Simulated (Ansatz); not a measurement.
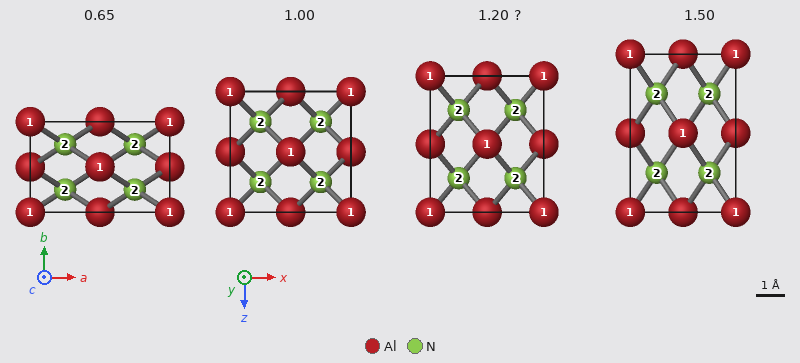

A scan of crystalline AlN (F-43m): the ratio of the cell's length along z to its lengths across, counted as 1 for the reference, is changed at fixed volume (a tetragonal or Bain path), with the atoms kept at their fractional coordinates. x, y and z are the Cartesian axes of the input. The picture is a ball-and-stick view of the conventional cell (4 times the calculation's cell), seen along the c axis. Lengths and directions refer to the drawn axes.

All numbers below come from DFT LDA, scalar-relativistic, plane waves, PAW (Ansatz 0.2.0). Settings: plane-wave cutoff 420 eV; k-point mesh 10 × 10 × 10; occupations gaussian; smearing width 0.05 eV; no spin polarisation. Energies (free energies at the smearing named) are counted from the cell as listed in its source, which wasn't relaxed.

```tsv
axial ratio over its reference value	ΔE (meV/atom)
0.650	313
0.707	205
0.780	114
0.850	56
0.920	17
0.960	5
1.000	0
1.050	8
1.100	33
1.200	?
1.300	332
1.414	654
1.500	964
```

Q: One row is withheld. What is its energy?

A: A straight line between the two neighbours gives 182 meV/atom. A cubic through the four nearest rows (1.050, 1.100, 1.300, 1.414) gives, with Lagrange weights, (−0.4703)(8) + (1.0223)(33) + (0.5632)(332) + (−0.1151)(654) = 142 meV/atom. The calculation gives 140 meV/atom, so the cubic is 2 meV/atom too high and the straight line 42 meV/atom too high, as the curve bends upwards here.

The whole profile:

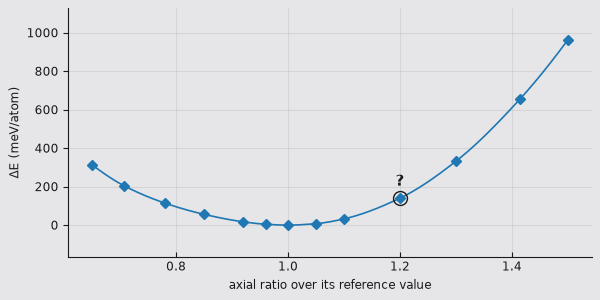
